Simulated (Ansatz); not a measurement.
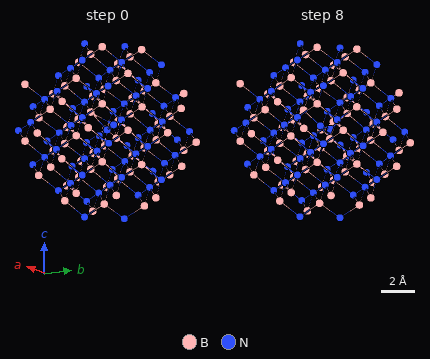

The structure of a defect cell of composition B$_{32}$N$_{33}$ before (left) and after (right) a relaxation, at one scale.

The picture is a ball-and-stick view of the atoms within 5.8 Å of the atom that moves most (axes of the cell of the calculation (origin shifted)), seen from a free direction.

The atoms of the start lie slightly off their symmetric places, so part of the fall in energy undoes that.

Computed with DFT, PBEsol, PAW, plane waves (Ansatz 0.2.0). Set-up: plane-wave cutoff 420 eV; k-point mesh 1 × 1 × 1; mesh shifted by (0.25, 0.25, 0.25); collinear spin; atoms relaxed in a fixed cell; force threshold 0.03 eV/Å; at most 80 steps.

Q: Summarise the run.

A: The largest moves, 0.54 Å, are those of N atoms. By element the largest moves are N 0.54 Å, B 0.26 Å. The lattice vectors keep their values. Among the contacts that change: B–N 1.747 → 2.216 Å, N–N 1.776 → 2.227 Å, N–N 1.800 → 2.229 Å, B–N 1.020 → 1.438 Å. Bond angles that change, for instance: B–N–N 64.2° → 110.0°, B–N–N 65.8° → 109.3°, N–B–N 119.9° → 100.8°. The energy falls by 17.104 eV per cell of the calculation in 8 geometry steps. Largest force component: 41 eV/Å at the start, 0.03 eV/Å at the end. Cost: 6.5 s on 1 × NVIDIA GB200 with 8 threads of Arm Neoverse-V2, peak memory 1.6 GiB.

Limits of the set-up: the periodic images lie only 7.2 Å apart, so the values are limited by the cell's size.
